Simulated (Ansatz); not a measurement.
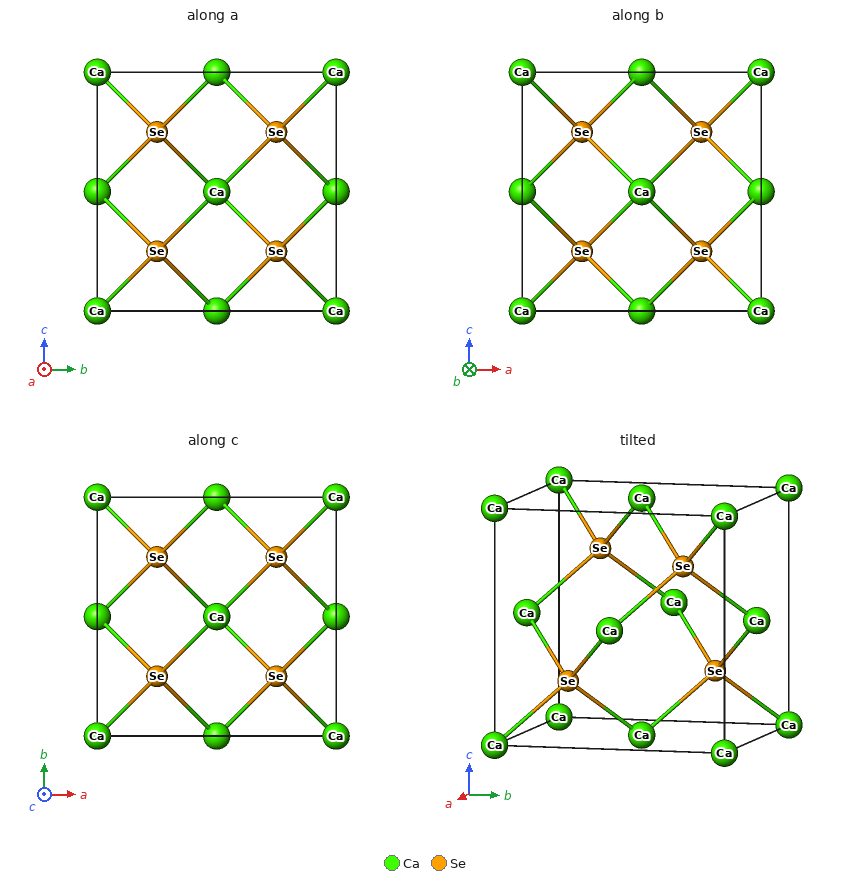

The crystal in a ball-and-stick representation, seen along the a axis, along the b axis, along the c axis and slightly off an axis. Atoms at the boundary of the conventional unit cell (the box) are drawn once for each face, edge or corner they touch.

Lattice parameters: a = 6.559 Å, b = 6.559 Å, c = 6.559 Å, α = 90.00°, β = 90.00°, γ = 90.00°.

### Convert the drawing into a table of Wyckoff sites.

Space group F-43m (No. 216).
```tsv
atom	site	x	y	z
Ca	4a	0.0000	0.0000	0.0000
Se	4d	0.2500	0.2500	0.7500
```

Provenance: a structure type filled with these elements by a generator (whether the compound takes this form wasn't checked). Earlier steps of the study may have refined or changed the cell and positions. A calculation with Ansatz used it as input.
